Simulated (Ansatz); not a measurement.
# Mending a geometry relaxation on AlN

System: AlN (P6₃mc, 4 atoms in the cell).
Method of run 1: DFT, PBE, plane waves, PAW, PAW set soft_1 (Ansatz 0.2.0).

The structure derives from an entry of the Crystallography Open Database. Text and figures count atoms from 1; the logs count them from 0 in places.

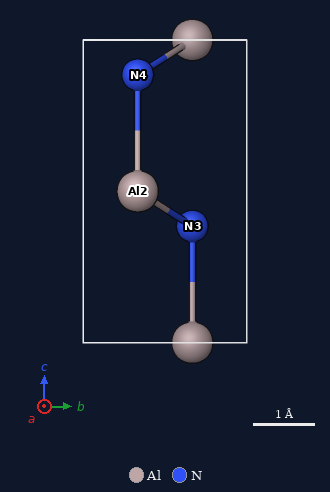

**Figure 1.** The structure as given in the input (ball-and-stick view of the cell of the calculation, along the a axis; atoms are numbered from 1 in the order of the input). An atom can appear more than once, as a periodic image.

**The input, run 1**
```yaml
crystal:
  lattice:
    - [3.1110021516, 0.0, 0.0]
    - [-1.5555010758, 2.6942068945, 0.0]
    - [0.0, 0.0, 4.978]
  atoms:
    - { symbol: Al, position: [0.3333333333, 0.6666666667, 0.0] }
    - { symbol: Al, position: [0.6666666667, 0.3333333333, 0.5] }
    - { symbol: "N", position: [0.3333333333, 0.6666666667, 0.385] }
    - { symbol: "N", position: [0.6666666667, 0.3333333333, 0.885] }
basis:
  ecutwfc: "30 meV"
kpoints:
  mp_grid: { grid: [9, 9, 6] }
hamiltonian:
  xc: pbe
  pseudopotentials: { kind: paw, azcp: { folder: soft_1 } }
scf:
  occupations: { method: gaussian, width: 0.02 }
  max_iter: 50
output:
  forces: true
  eigenvalues: true
  stress: true
relax:
  adjacent_minimum: "off"
  f_tol: 0.005
  max_steps: 80
  cell: { stress_tol: 0.05 }
```

Launched with:
```bash
ansatz run input.yaml --threads 4 --pin off --max-ram 12288MiB --backend cpu --events-out ev --progress --plain --runs-dir out
```

Hardware: 4 threads of Intel Xeon @ 2.90GHz (Ice Lake), 16 GiB of memory available, shared host.

**Output (run 1)**
```
Error: inconsistent input (basis.ecutwfc, kpoints): the smallest per-k basis holds n_pw = 0 plane waves (k-point 1, counted from 0 among those solved) but the deck needs at least 9 band(s) per channel, and no run solves more bands than the smallest per-k basis has plane waves; raise basis.ecutwfc until the smallest per-k basis, which caps the automatic band count, holds at least 9 plane waves
```

**Diagnose this run and give a change of the input that cures it.**

This input holds a deliberate fault: a cutoff in the wrong unit (`basis.ecutwfc`). The program refused the input: “inconsistent input (basis.ecutwfc, kpoints): the smallest per-k basis holds n_pw = 0 plane waves (k-point 1, counted from 0 among those solved) but the deck needs at least 9 band(s) per channel, and no run solves more bands than the smallest per-k basis has plane waves …”

A run of the same system that converges differs from this input as follows (lines with − go, lines with + come):
```diff
-  ecutwfc: "30 meV"
+  ecutwfc: 420
-  max_iter: 50
```

**Output, shortened to warnings, some set-up lines, iterations and results (run 2)**
```
Basis set: ecut = 420 eV, 809 PW (Γ), exchange–correlation on 48×48×72 points (8 copies of the dense FFT grid, shifted against one another)
Symmetry: 12 space group operations
k-points: 48 of 486 (time reversal used)
Initial density: superposition of atomic densities (chi_scale 0.1, normalization cell, long waves kept (reshape's long-wave potential 0.00 eV rms))
[...]
SCF iter   1: F=—  HF=-1851.410655 eV  |F-HF|=—  |Δ(HF+E_count)|=         —  Δρ=1.39e-1  dr2=9.85e0  ethr=3.10e-3  ⟨swp⟩=5.6  Hψ=3551  notcnv=0
SCF iter   2: F=—  HF=-1848.594670 eV  |F-HF|=—  |Δ(HF+E_count)|=    2.82e0  Δρ=3.60e-2  dr2=3.97e-1  ethr=3.10e-3  ⟨swp⟩=3.0  Hψ=1687  notcnv=0
SCF iter   3: F=—  HF=-1848.511720 eV  |F-HF|=—  |Δ(HF+E_count)|=   8.30e-2  Δρ=1.40e-2  dr2=4.81e-2  ethr=2.48e-3  ⟨swp⟩=1.0  Hψ=656  notcnv=0
SCF iter   4: F=—  HF=-1848.506141 eV  |F-HF|=—  |Δ(HF+E_count)|=   5.58e-3  Δρ=5.33e-4  dr2=5.91e-5  ethr=3.01e-4  ⟨swp⟩=2.0  Hψ=773  notcnv=0
SCF iter   5: F=—  HF=-1848.506246 eV  |F-HF|=—  |Δ(HF+E_count)|=   1.05e-4  Δρ=7.36e-5  dr2=7.66e-7  ethr=3.70e-7  ⟨swp⟩=2.0  Hψ=960  notcnv=0
[... 54 lines ...]
SCF iter   4: F=—  HF=-1848.519260 eV  |F-HF|=—  |Δ(HF+E_count)|=  4.25e-10  Δρ=1.13e-6  dr2=2.58e-10  ethr=1.05e-11  ⟨swp⟩=1.0  Hψ=579  notcnv=0
SCF iter   5: F=-1848.519260 eV  HF=-1848.519260 eV  |F-HF|=1.82e-12  |Δ(HF+E_count)|=  9.07e-11  Δρ=2.23e-7  dr2=1.09e-11  ethr=1.61e-12  ⟨swp⟩=2.0  Hψ=883  notcnv=0
SCF iter   6: F=-1848.519260 eV  HF=-1848.519260 eV  |F-HF|=2.27e-13  |Δ(HF+E_count)|=  2.27e-12  Δρ=1.35e-7  dr2=4.00e-12  ethr=1.00e-12  ⟨swp⟩=2.0  Hψ=1728  notcnv=0
SCF 8 converged in 6 iterations: F = -1848.519260 eV  dr2 = 4.00e-12
relax step   8: F+E_penalty+E_count = -1848.51925985 eV  Δ(F+E_penalty+E_count) = -3.994e-5 eV  max|allowed force component| = 6.274e-6 eV/Å  Δτ_max = 0.0000 Å  P = +0.002 …
basis re-selected at this cell: Δ(F+E_penalty+E_count) = -3.994e-5 eV, ΔP = +0.001 GPa vs the last step (what re-selecting the basis moved, of the pressure what is left beyond the Pulay correction that the steps carried, after the strain that the cell walked since its last selection, with what the …
SCF converged after 6 iterations
Free energy (F): -1848.519260 eV
Harris-Foulkes:  -1848.519260 eV  (|F-HF|=2.27e-13)
Internal energy: -1848.519260 eV  (E = F + TS)
E sigma→0 (E₀):  -1848.519260 eV
Fermi energy:    8.959737 eV
--- Per-component energies (eV) ---
  E_band       = 27.819496
  E_kinetic    = 311.850294
  E_local      = -424.284384  (includes V_loc(G=0)·N_el)
  E_nonlocal   = 88.821757
  E_hartree    = 156.410991
  E_xc         = -197.684741
  E_vxc        = -213.437239  (∫ρ·V_xc dr)
  E_paw        = -1195.499808  (= ΣΔE_a)
  E_vpaw       = -47.954613  (= ΣTr[D̂ρ^β])
  E_aug_tail   = 0.001714  (compensation charges beyond the density's cutoff)
  E_ewald      = -588.135083
  E_smearing   = -0.000000  (= −TS)
  E_closure    = -0.000000  (closes the sum)
  Σ components = -1848.519260   (vs F -1848.519260, Δ=0.00e0)
--- Forces (eV/Å), atoms counted from 1 ---
  atom   1  Al    -0.00000000    -0.00000000    -0.00000168
  atom   2  Al     0.00000000     0.00000000    -0.00000168
  atom   3  N      0.00000000    -0.00000000     0.00001087
  atom   4  N     -0.00000000     0.00000000     0.00001087
  max |Σ_I F_I| component: 1.84e-5 eV/Å
--- Stress (GPa, compression-positive) ---
        0.001513       0.000000       0.000000
        0.000000       0.001513      -0.000000
        0.000000      -0.000000       0.003721
  P = ⅓ Tr σ = 0.0022 GPa (0.022 kbar)
--- Relaxed structure (6 steps of the walk, 6 accepted, 2 SCFs on fresh bases) ---
  F+E_penalty+E_count = -1848.51925985 eV   max|allowed force component| = 6.274e-6 eV/Å   (the final SCF, on the basis selected at the relaxed cell)
  cell:  # Å, volume = 42.5623 Å³
    - [3.1297683443784305, 0.0, -4.894515999136926e-34]
    - [-1.5648841721892153, 2.710458894192085, -3.4745602868401477e-34]
    - [-7.831849499440033e-34, -1.0941554447747107e-33, 5.017303241719891]
  atoms:
    - { symbol: Al, position: [0.33333333333333326, 0.6666666666666665, 0.0017285050023017866] }
    - { symbol: Al, position: [0.6666666666666665, 0.33333333333333326, 0.5017285050023018] }
[...]
```

**The two runs side by side**

| quantity | run 1 | run 2 |
| --- | --- | --- |
| outcome | refused | converged |
| free energy per atom (eV) | – | −462.1298 |
| gap on the mesh (eV) | – | 4.04 |
| pressure (GPa) | – | 0.00 |
| volume per atom (Å³) | – | 10.64 |
| largest force (eV/Å) | – | 0.000 |
| SCF iterations | – | 48 |
| irreducible k-points | – | 48 |
